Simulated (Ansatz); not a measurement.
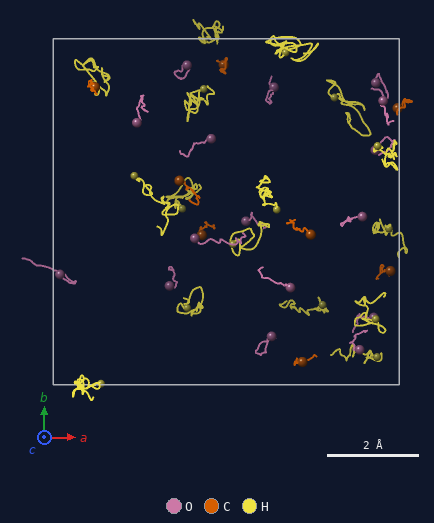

Molecular dynamics of a periodic cell with 8 HCOOH at 1.348 g/cm³, 135 fs long. Lines trace each atom's path, in the colour of its element; spheres stand at the starting positions. Seen along the c axis in the simulation cell.

Method: DFT PBE, scalar-relativistic, plane waves, PAW in Ansatz 0.2.0. Run with plane-wave cutoff 420 eV; k-point mesh 1 × 1 × 1; Fermi-Dirac smearing 0.05 eV; Langevin thermostat (NVT); set temperature 1000 K; time step 0.5 fs; friction 0.02 per fs.

Input file:
```yaml
crystal:
  lattice:
    - [7.683475, 0.0, 0.0]
    - [0.0, 7.683475, 0.0]
    - [0.0, 0.0, 7.683475]
  atoms:
    - { symbol: O, position: [0.40916594, 0.42303856, 0.62127667] }
    - { symbol: C, position: [0.36480097, 0.58972107, 0.62939313] }
    - { symbol: O, position: [0.45671278, 0.71128427, 0.58206381] }
    - { symbol: H, position: [0.5197164, 0.40644108, 0.55683004] }
    - { symbol: H, position: [0.23425666, 0.60410205, 0.68639911] }
    - { symbol: O, position: [0.3867707, 0.92385692, 0.31470609] }
    - { symbol: C, position: [0.49282219, 0.92483977, 0.17903969] }
    - { symbol: O, position: [0.63819703, 0.85995938, 0.17303372] }
    - { symbol: H, position: [0.43499526, 0.8551764, 0.41483853] }
    - { symbol: H, position: [0.43626251, 0.99476131, 0.06883475] }
    - { symbol: O, position: [0.88584941, 0.1008858, 0.67980159] }
    - { symbol: C, position: [0.72021406, 0.06565615, 0.64632127] }
    - { symbol: O, position: [0.63125034, 0.13967431, 0.53624283] }
    - { symbol: H, position: [0.9322577, 0.18943326, 0.59448708] }
    - { symbol: H, position: [0.67144448, -0.03950677, 0.73023182] }
    - { symbol: O, position: [0.33600001, 0.28563577, 0.22018683] }
    - { symbol: C, position: [0.42946134, 0.4324758, 0.19476385] }
    - { symbol: O, position: [0.55704416, 0.4725876, 0.28020868] }
    - { symbol: H, position: [0.38684416, 0.22175597, 0.3197658] }
    - { symbol: H, position: [0.37261657, 0.50872483, 0.08888822] }
    - { symbol: O, position: [0.95374079, 0.82087646, 0.9253388] }
    - { symbol: C, position: [1.12022453, 0.86048044, 0.94722813] }
    - { symbol: O, position: [1.24156462, 0.75745007, 0.95800733] }
    - { symbol: H, position: [0.93775834, 0.6903124, 0.91628034] }
    - { symbol: H, position: [1.13800656, 1.00277465, 0.95422516] }
    - { symbol: O, position: [-0.06743484, 0.87279302, 0.32771096] }
    - { symbol: C, position: [-0.00427819, 0.79945813, 0.47570553] }
    - { symbol: O, position: [-0.06886046, 0.67795824, 0.55188832] }
    - { symbol: H, position: [-0.18733288, 0.83041849, 0.29267908] }
    - { symbol: H, position: [0.1161415, 0.86697124, 0.5141039] }
    - { symbol: O, position: [0.92676231, 0.19412317, 0.20751115] }
    - { symbol: C, position: [0.97494659, 0.32862883, 0.30542715] }
    - { symbol: O, position: [1.01920397, 0.31870103, 0.45753218] }
    - { symbol: H, position: [0.93636711, 0.07990731, 0.27190107] }
    - { symbol: H, position: [0.97073711, 0.45125701, 0.23255562] }
    - { symbol: O, position: [0.68573144, 0.28064033, 0.96127454] }
    - { symbol: C, position: [0.74444159, 0.43392602, 0.90853528] }
    - { symbol: O, position: [0.89378416, 0.48597384, 0.93564238] }
    - { symbol: H, position: [0.77861123, 0.23074301, 1.03924547] }
    - { symbol: H, position: [0.64607813, 0.50634078, 0.83902652] }
basis:
  ecutwfc: 420.0
kpoints:
  mp_grid: { grid: [1, 1, 1] }
hamiltonian:
  xc: pbe
scf:
  occupations: { method: fermi_dirac, width: 0.05 }
  lower_state_search: "off"
md:
  timestep: 0.5
  n_steps: 270
  ensemble: nvt_langevin
  temperature: 1000.0
  initial_velocities: maxwell_boltzmann
  seed: 178474
  friction: 0.02
```

Launched with:
```bash
ansatz run input.yaml --threads 1 --pin off --max-ram 3072MiB --backend cpu --events-out ev --progress --plain --runs-dir out
```

Q: Describe the motion.

A: Root-mean-square distances from the starting positions over the second half, with the common drift of all atoms taken out: H 0.73 Å, O 0.55 Å, C 0.43 Å. The heavy atoms stay within a fraction of a molecule's size of their starting places; so short a run doesn't tell a liquid from a solid.

Limits of the set-up: the periodic images lie only 7.7 Å apart, so the values are limited by the cell's size.

Cost: 13 min on 1 thread of Intel(R) Xeon(R) Platinum 8275CL CPU @ 3.00GHz (Skylake/Cascade Lake) (shared host), peak memory 0.58 GiB.
